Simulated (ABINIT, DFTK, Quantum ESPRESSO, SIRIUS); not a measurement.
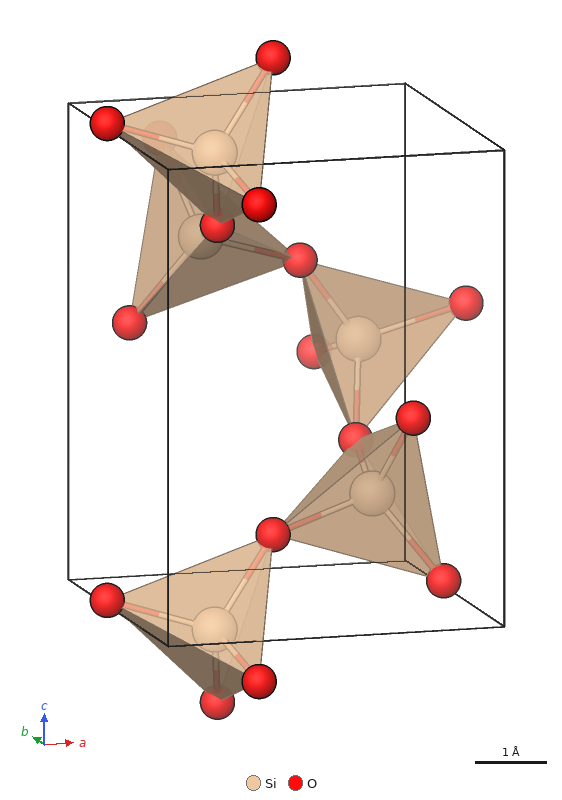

SiO₂, space group P4₃2₁2 (No. 96), a = 4.976 Å, b = 4.976 Å, c = 6.901 Å, α = 90.00°, β = 90.00°, γ = 90.00°. Structure drawing (polyhedral), viewed slightly off an axis. The wireframe shows the conventional unit cell. Some atoms of the next cells are drawn as well. The cell is a structure listed in the Materials Project. It needn't be the stable form of this composition.

One fixed geometry in four programs or potential sets. Alike in all runs: functional PBE; k mesh 6 × 6 × 4 on the run's cell of 12 atoms; occupations fermi-dirac, width 0.05 eV; no spin polarisation; no spin-orbit coupling.

| program | gap (eV) | pressure (GPa) |
| --- | --- | --- |
| DFTK (PseudoDojo 0.4.1 standard) | ? | ? |
| Quantum ESPRESSO (SSSP 1.3 efficiency) | 5.73 | 5.2 |
| ABINIT (JTH PAW PBE v2.0) | 5.72 | 3.0 |
| SIRIUS (PseudoDojo 0.4.1 standard) | 5.77 | 4.2 |

**Estimate the row of DFTK (PseudoDojo 0.4.1 standard).**

A gap of 5.77 eV and a pressure of 4.2 GPa. The other rows span 5.72 to 5.77 eV and 3.0 to 5.2 GPa.

Gaps are the least found on the k-mesh, which can miss the band edges. Plane-wave pressures hold the error of each finite cutoff. One further run, far from the rest for reasons not traced, is left out.
